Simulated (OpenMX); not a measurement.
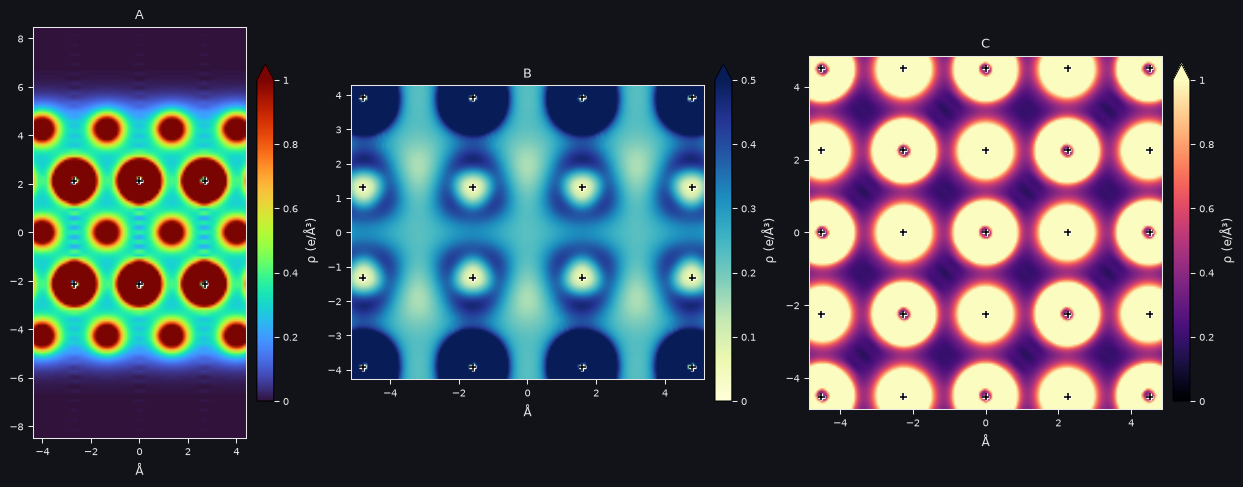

The valence charge density (pseudo) of 3 systems, each on a plane through atoms (crosses mark nuclei in the plane).

These are results of Kohn-Sham DFT of a periodic cell, PBE, OpenMX 2013 PBE set in OpenMX, not measurements.

System 1: Si2Mo, the (100) plane of the conventional cell. Space group I4/mmm; computed pressure about 3 GPa in this cell.

```
CELL_PARAMETERS angstrom
3.20000 0.00000 0.00000
0.00000 3.20000 0.00000
0.00000 0.00000 7.86100
ATOMIC_POSITIONS crystal
Mo 0.00000 0.00000 0.00000
Mo 0.50000 0.50000 0.50000
Si 0.00000 0.00000 0.66700
Si 0.50000 0.50000 0.16700
Si 0.00000 0.00000 0.33300
Si 0.50000 0.50000 0.83300
```

System 2: HfN, the (100) plane of the conventional cell. Space group Fm-3m; computed pressure about 8 GPa in this cell.

```
CELL_PARAMETERS angstrom
4.51200 0.00000 0.00000
0.00000 4.51200 0.00000
0.00000 0.00000 4.51200
ATOMIC_POSITIONS crystal
Hf 0.00000 0.00000 0.00000
Hf 0.50000 0.50000 0.00000
Hf 0.50000 0.00000 0.50000
Hf 0.00000 0.50000 0.50000
N 0.50000 0.00000 0.00000
N 0.00000 0.50000 0.00000
N 0.00000 0.00000 0.50000
N 0.50000 0.50000 0.50000
```

System 3: Ru (slab), the (100) plane of the calculation cell, a cut from vacuum to vacuum. Not relaxed (largest force 0.7 eV/Å).

```yaml
crystal:
  lattice:
    - [2.70580, 0.00000, 0.00000]
    - [-1.35290, 2.34329, 0.00000]
    - [0.00000, 0.00000, 23.56380]
  atoms:
    - { symbol: Ru, position: [0.33333, 0.66667, 0.31828] }
    - { symbol: Ru, position: [0.66667, 0.33333, 0.40914] }
    - { symbol: Ru, position: [0.33333, 0.66667, 0.50000] }
    - { symbol: Ru, position: [0.66667, 0.33333, 0.59086] }
    - { symbol: Ru, position: [0.33333, 0.66667, 0.68172] }
```

Which map belongs to which system?

Answer. Panel A is system 3, Ru: the plane holds Ru. Ru–Ru (2.71 Å): ρ is about 0.4 e/Å³ halfway. Panel B is system 1, Si2Mo: the plane holds Mo and Si. Si–Mo (2.62 Å): the density is about 0.39 e/Å³ at the midpoint. Panel C is system 2, HfN: the plane holds Hf and N. Hf–N (2.26 Å): the density is about 0.45 e/Å³ at the midpoint.
